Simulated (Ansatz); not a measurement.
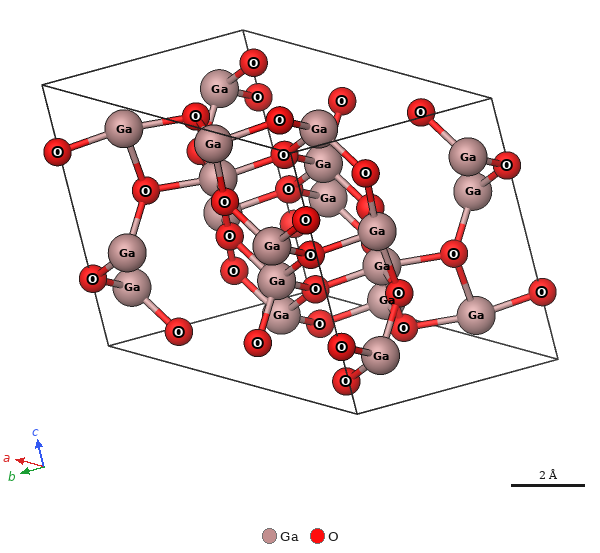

Fig. 1: The structure as given in the input (ball-and-stick view of the cell of the calculation, seen at an oblique angle). An atom can appear more than once, as a periodic image. Near neighbours in the periodic cell (some may lie outside the picture): Ga has 6 O at 1.94 to 2.08 Å; Ga has 4 O at 1.84 to 1.87 Å; O has 3 Ga at 1.84 to 1.95 Å; O has 4 Ga at 1.87 to 2.08 Å.

# Ga2O3: single-point calculation (part 1 of 2)

Ga2O3 (C2/m, 40 atoms in the cell), computed with DFT PBEsol, scalar-relativistic, plane waves, PAW, no spin polarisation (Ansatz 0.2.0).

The structure derives from a Materials Project entry. It belongs to a series of runs on one base structure; here: the perfect crystal in a cell of 40 atoms.

**Input**
```yaml
crystal:
  lattice:
    - [-4.758267996, -1.5236550085, -5.6478147342]
    - [-6.1387111989, 4.5709650256, -0.0036337129]
    - [1.3804432028, 6.0946200342, -5.6441810213]
  atoms:
    - { symbol: Ga, position: [0.651337586, 0.6661261348, 0.6632397954] }
    - { symbol: Ga, position: [0.901337586, 0.4161261348, 0.4132397954] }
    - { symbol: Ga, position: [0.151337586, 0.1661261348, 0.1632397954] }
    - { symbol: Ga, position: [0.401337586, 0.9161261348, 0.9132397954] }
    - { symbol: Ga, position: [0.598662414, 0.0838738652, 0.0867602046] }
    - { symbol: Ga, position: [0.848662414, 0.8338738652, 0.8367602046] }
    - { symbol: Ga, position: [0.098662414, 0.5838738652, 0.5867602046] }
    - { symbol: Ga, position: [0.348662414, 0.3338738652, 0.3367602046] }
    - { symbol: Ga, position: [0.4655885267, 0.7154511497, 0.3298087694] }
    - { symbol: Ga, position: [0.7155885267, 0.4654511497, 0.0798087694] }
    - { symbol: Ga, position: [0.9655885267, 0.2154511497, 0.8298087694] }
    - { symbol: Ga, position: [0.2155885267, 0.9654511497, 0.5798087694] }
    - { symbol: Ga, position: [0.7844114733, 0.0345488503, 0.4201912306] }
    - { symbol: Ga, position: [0.0344114733, 0.7845488503, 0.1701912306] }
    - { symbol: Ga, position: [0.2844114733, 0.5345488503, 0.9201912306] }
    - { symbol: Ga, position: [0.5344114733, 0.2845488503, 0.6701912306] }
    - { symbol: O, position: [0.5001404738, 0.4923264591, 0.7557902741] }
    - { symbol: O, position: [0.7501404738, 0.2423264591, 0.5057902741] }
    - { symbol: O, position: [0.0001404738, 0.9923264591, 0.2557902741] }
    - { symbol: O, position: [0.2501404738, 0.7423264591, 0.0057902741] }
    - { symbol: O, position: [0.7498595262, 0.2576735409, 0.9942097259] }
    - { symbol: O, position: [0.9998595262, 0.0076735409, 0.7442097259] }
    - { symbol: O, position: [0.2498595262, 0.7576735409, 0.4942097259] }
    - { symbol: O, position: [0.4998595262, 0.5076735409, 0.2442097259] }
    - { symbol: O, position: [0.4112977614, 0.9351412499, 0.1514685029] }
    - { symbol: O, position: [0.6612977614, 0.6851412499, 0.9014685029] }
    - { symbol: O, position: [0.9112977614, 0.4351412499, 0.6514685029] }
    - { symbol: O, position: [0.1612977614, 0.1851412499, 0.4014685029] }
    - { symbol: O, position: [0.8387022386, 0.8148587501, 0.5985314971] }
    - { symbol: O, position: [0.0887022386, 0.5648587501, 0.3485314971] }
    - { symbol: O, position: [0.3387022386, 0.3148587501, 0.0985314971] }
    - { symbol: O, position: [0.5887022386, 0.0648587501, 0.8485314971] }
    - { symbol: O, position: [0.0712468107, 0.5981998214, 0.8191618367] }
    - { symbol: O, position: [0.3212468107, 0.3481998214, 0.5691618367] }
    - { symbol: O, position: [0.5712468107, 0.0981998214, 0.3191618367] }
    - { symbol: O, position: [0.8212468107, 0.8481998214, 0.0691618367] }
    - { symbol: O, position: [0.1787531893, 0.1518001786, 0.9308381633] }
    - { symbol: O, position: [0.4287531893, 0.9018001786, 0.6808381633] }
    - { symbol: O, position: [0.6787531893, 0.6518001786, 0.4308381633] }
    - { symbol: O, position: [0.9287531893, 0.4018001786, 0.1808381633] }
basis:
  ecutwfc: 420
  xc_grid: 2
kpoints:
  mp_grid: { grid: [2, 2, 2], shift: [0.5, 0.5, 0.5] }
hamiltonian:
  xc: pbesol
scf:
  occupations: { method: gaussian, width: 0.01 }
output:
  forces: true
  stress: true
  eigenvalues: true
  write_density: true
  write_potential: true
  elf: true
  volumetric_format: npy
```

Machine: 4 threads of Arm Neoverse V1, 24 GiB of memory available, shared host.

Launch command:
```bash
ansatz run input.yaml --threads 4 --pin off --max-ram 10240MiB --backend cpu --events-out ev --progress --plain --runs-dir out
```

**Log**
```
Engine: ansatz 0.2.0, aarch64-unknown-linux-gnu
Pseudopotentials: kind: paw
Pseudopotential: Ga, paw, valence charge 13, recommended cutoff 420 eV (normal), Ga.paw.azcp
Pseudopotential: O, paw, valence charge 6, recommended cutoff 420 eV (normal), O.paw.azcp
Functional definition: PBEsol
  exchange = pbesol_x
  correlation = pbesol_c
Crystal: 40 atoms, lattice volume = 422.394 Å³
Basis set: ecut = 420 eV, 8239 PW (Γ), exchange–correlation on 108×108×120 points (8 copies of the dense FFT grid, shifted against one another)
Bands: 216, of which v1, the nominal top of the filled ones, is band 176 counted from 1 (175 counted from 0)
Symmetry: 8 space group operations
Space group: C2/m (ITA 12), of the structure as read, at distance tolerance 7.5e-5 Å
k-points: 4 of 8
Non-local potential: Ga, projectors of the file, l = 0: 2, l = 1: 2, l = 2: 3, l = 3: 1
Non-local potential: O, projectors of the file, l = 0: 2, l = 1: 2, l = 2: 1
PAW form: soft (Blöchl's): semilocal exchange-correlation on the pseudo side does not see the compensation charge
PAW frozen core: Ga, regenerated for the run's functional, and the local potential with it (the file was generated under x = pbe(κ = 0.804, μ = 0.2195149727645171), c = pbe(β = 0.06672455060314922))
PAW frozen core: O, regenerated for the run's functional, and the local potential with it (the file was generated under x = pbe(κ = 0.804, μ = 0.2195149727645171), c = pbe(β = 0.06672455060314922))
PAW one-centre angular grid: Ga, 590 points (default); XC on 64 Gauss nodes
PAW one-centre angular grid: O, 110 points (default); XC on 64 Gauss nodes
Initial density: superposition of atomic densities (neutral atoms: chi_scale 0, normalization atom), corrected by the library's trained network
Initial wavefunctions: pseudopotential atomic-orbital guess
Functional: x = pbesol(κ = 0.804, μ = 0.12345679012345678), c = pbesol(β = 0.046)
SCF iter   1: F=—  HF=-73367.577017 eV  |F-HF|=—  |Δ(HF+E_count)|=         —  Δρ=1.64e-2  dr2=8.78e-1  ethr=1.77e-3  ⟨swp⟩=6.0  Hψ=3169  notcnv=0  defer=11
preconditioner: auto → Resta (q_TF=auto, 2.647 Å⁻¹)  ε∞=4.7  [insulator: Δε(μ)=3.064 eV  Ē_g=17.556 eV  σ=0.010 eV  W_gap=1.00  n_scr=130 (ndim 8)  ℏωp=33.9 eV  f_vac=0.015  D(μ)=0.00/eV (n_scr^D=0)  ε∞_Penn≈4.7]
SCF iter   2: F=—  HF=-73367.321435 eV  |F-HF|=—  |Δ(HF+E_count)|=   2.56e-1  Δρ=2.14e-3  dr2=1.07e-2  ethr=2.50e-4  ⟨swp⟩=2.0  Hψ=1263  notcnv=0  defer=133
SCF iter   3: F=—  HF=-73367.321863 eV  |F-HF|=—  |Δ(HF+E_count)|=   4.27e-4  Δρ=1.12e-3  dr2=3.49e-3  ethr=3.05e-6  ⟨swp⟩=2.0  Hψ=1335  notcnv=0  defer=133
SCF iter   4: F=—  HF=-73367.322634 eV  |F-HF|=—  |Δ(HF+E_count)|=   7.71e-4  Δρ=4.45e-4  dr2=6.59e-4  ethr=9.91e-7  ⟨swp⟩=2.0  Hψ=1340  notcnv=0  defer=133
SCF iter   5: F=—  HF=-73367.322394 eV  |F-HF|=—  |Δ(HF+E_count)|=   2.40e-4  Δρ=1.12e-4  dr2=4.79e-5  ethr=1.87e-7  ⟨swp⟩=2.0  Hψ=1339  notcnv=0  defer=133
SCF iter   6: F=—  HF=-73367.322877 eV  |F-HF|=—  |Δ(HF+E_count)|=   4.83e-4  Δρ=2.78e-5  dr2=2.40e-6  ethr=1.36e-8  ⟨swp⟩=2.0  Hψ=1435  notcnv=0  defer=133
SCF iter   7: F=—  HF=-73367.322877 eV  |F-HF|=—  |Δ(HF+E_count)|=   6.63e-8  Δρ=1.40e-5  dr2=6.69e-7  ethr=6.82e-10  ⟨swp⟩=2.0  Hψ=1419  notcnv=0  defer=133
SCF iter   8: F=-73367.322877 eV  HF=-73367.322877 eV  |F-HF|=7.01e-9  |Δ(HF+E_count)|=   8.15e-8  Δρ=3.42e-6  dr2=4.03e-8  ethr=2.84e-11  ⟨swp⟩=12.2  Hψ=6802  notcnv=0
SCF 1 converged in 8 iterations: F = -73367.322877 eV  dr2 = 4.03e-8
  greatest PAW one-centre occupation: 0.998 electrons in one spin orbital (limit 2), on the Ga atom at site 7 (counted from 0), in its partial waves of l = 2
SCF converged after 8 iterations
Free energy (F): -73367.322877 eV
Harris-Foulkes:  -73367.322877 eV  (|F-HF|=7.01e-9)
Internal energy: -73367.322877 eV  (E = F + TS)
E sigma→0 (E₀):  -73367.322877 eV
Fermi energy:    9.479988 eV
--- Per-component energies (eV) ---
  E_band       = -458.639201
  E_kinetic    = 6061.633486
  E_local      = -36477.075241  (includes V_loc(G=0)·N_el)
  E_nonlocal   = 8106.088508
  E_hartree    = 16339.981253
  E_xc         = -2818.169685
  E_vxc        = -3145.520459  (∫ρ·V_xc dr)
  E_paw        = -34995.883002  (= ΣΔE_a)
  E_vpaw       = -7683.790317  (= ΣTr[D̂ρ^β])
  E_aug_tail   = 0.056945  (compensation charges beyond the density's cutoff)
  E_ewald      = -29598.609697
  E_core_change = 14.654555  (= ΣΔE_core)
  E_smearing   = -0.000000  (= −TS)
  E_closure    = -0.000000  (closes the sum)
  Σ components = -73367.322877   (vs F -73367.322877, Δ=0.00e0)
--- Forces (eV/Å), atoms counted from 1 ---
  atom   1  Ga    -0.00203548    -0.00004097     0.00432357
  atom   2  Ga    -0.00203548    -0.00004097     0.00432357
  atom   3  Ga    -0.00203548    -0.00004097     0.00432357
  atom   4  Ga    -0.00203548    -0.00004097     0.00432357
  atom   5  Ga     0.00203548     0.00004097    -0.00432357
  atom   6  Ga     0.00203548     0.00004097    -0.00432357
  atom   7  Ga     0.00203548     0.00004097    -0.00432357
  atom   8  Ga     0.00203548     0.00004097    -0.00432357
  atom   9  Ga     0.00140818     0.00029440     0.00304574
  atom  10  Ga     0.00140818     0.00029440     0.00304574
  atom  11  Ga     0.00140818     0.00029440     0.00304574
  atom  12  Ga     0.00140818     0.00029440     0.00304574
  atom  13  Ga    -0.00140818    -0.00029440    -0.00304574
  atom  14  Ga    -0.00140818    -0.00029440    -0.00304574
  atom  15  Ga    -0.00140818    -0.00029440    -0.00304574
  atom  16  Ga    -0.00140818    -0.00029440    -0.00304574
  atom  17  O     -0.00119359     0.00043954    -0.00012801
  atom  18  O     -0.00119359     0.00043954    -0.00012801
  atom  19  O     -0.00119359     0.00043954    -0.00012801
  atom  20  O     -0.00119359     0.00043954    -0.00012801
  atom  21  O      0.00119359    -0.00043954     0.00012801
  atom  22  O      0.00119359    -0.00043954     0.00012801
  atom  23  O      0.00119359    -0.00043954     0.00012801
  atom  24  O      0.00119359    -0.00043954     0.00012801
  atom  25  O     -0.00133245     0.00080617    -0.00164925
  atom  26  O     -0.00133245     0.00080617    -0.00164925
  atom  27  O     -0.00133245     0.00080617    -0.00164925
  atom  28  O     -0.00133245     0.00080617    -0.00164925
  atom  29  O      0.00133245    -0.00080617     0.00164925
  atom  30  O      0.00133245    -0.00080617     0.00164925
  atom  31  O      0.00133245    -0.00080617     0.00164925
  atom  32  O      0.00133245    -0.00080617     0.00164925
  atom  33  O      0.00008849    -0.00002392     0.00386974
  atom  34  O      0.00008849    -0.00002392     0.00386974
  atom  35  O      0.00008849    -0.00002392     0.00386974
  atom  36  O      0.00008849    -0.00002392     0.00386974
  atom  37  O     -0.00008849     0.00002392    -0.00386974
  atom  38  O     -0.00008849     0.00002392    -0.00386974
  atom  39  O     -0.00008849     0.00002392    -0.00386974
  atom  40  O     -0.00008849     0.00002392    -0.00386974
  max |Σ_I F_I| component: 3.90e-18 eV/Å
--- Stress (GPa, compression-positive) ---
       -0.002438       0.009699      -0.022831
        0.009699      -0.002850      -0.001492
       -0.022831      -0.001492       0.011486
  P = ⅓ Tr σ = 0.0021 GPa (0.021 kbar)
--- Band table (eV) ---
```
